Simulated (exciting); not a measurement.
System: Be, space group P6_3/mmc (No. 194).

The given structure:
```yaml
crystal:
  lattice:
    - [2.28530, 0.00000, 0.00000]
    - [-1.14265, 1.97913, 0.00000]
    - [0.00000, 0.00000, 3.58420]
  atoms:
    - { symbol: Be, position: [0.66667, 0.33333, 0.75000] }
    - { symbol: Be, position: [0.33333, 0.66667, 0.25000] }
```

Method: all-electron LAPW DFT, no spin polarisation; energies at scaled volumes of the given cell, shape and fractions fixed, counted from the fit's minimum, third-order Birch-Murnaghan fit (exciting sodium). Level: PBEsol.

- k mesh: 13×13×8
- occupations: Fermi–Dirac
- smearing width: 0.05 eV
- potentials: all electron LAPW+lo, shipped species files
- program settings: rgkmax 7

Describe the result: the energy against volume. The volume takes the values 7.6192, 7.7813, 7.9434, 8.1055, 8.2676, 8.4297, 8.5918 Å³/atom.

A third-order Birch–Murnaghan fit gives V0 = 7.85 Å³/atom, B0 = 124 GPa and B′ = 3.2. The energy is 2.79 meV/atom at volume 7.6192 Å³/atom and 23.61 meV/atom at 8.5918 Å³/atom; the lowest computed point is at volume 7.7813 Å³/atom (0.25 meV/atom).

```json
{"volume (Å³/atom)": "7.6192", "energy (meV/atom)": "2.79"}
{"volume (Å³/atom)": "7.7813", "energy (meV/atom)": "0.25"}
{"volume (Å³/atom)": "7.9434", "energy (meV/atom)": "0.40"}
{"volume (Å³/atom)": "8.1055", "energy (meV/atom)": "3.00"}
{"volume (Å³/atom)": "8.2676", "energy (meV/atom)": "7.87"}
{"volume (Å³/atom)": "8.4297", "energy (meV/atom)": "14.79"}
{"volume (Å³/atom)": "8.5918", "energy (meV/atom)": "23.61"}
```

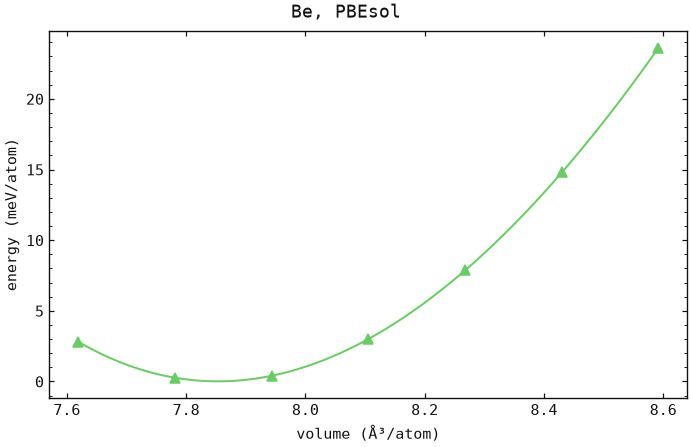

Note: shape and atomic fractions are frozen while scaling, which makes layered, chain and framework solids too stiff.
